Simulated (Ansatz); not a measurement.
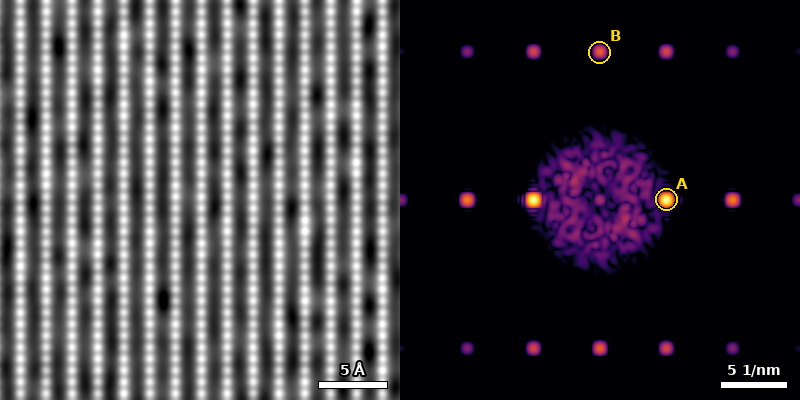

Integrated-DPC-like image of a crystal. Simulated as the projected potential of neutral atoms (B = 0.8 Å²) blurred by a 0.50 Å probe, the thin-sample limit of integrated differential phase contrast. The display is stretched by a gamma of 0.8; percentages refer to the linear signal. The speckle of an amorphous layer was added.

The right panel is the modulus of the image's Fourier transform on a logarithmic scale.

### Which lattice spacings do the marked spots stand for, and what angle do A and B enclose?

A: 1.9 Å, B: 0.9 Å; A and B enclose about 90°.

The crystal is Re (Fm-3m, No. 225) along [210]; the spots are (002) and (2 -4 0). Atomic positions: the end point of a relaxation with Ansatz, DFT, PBEsol, plane waves (420 eV) with PAW, scalar-relativistic; the starting structure was generated, so it need not be a known form of this composition.
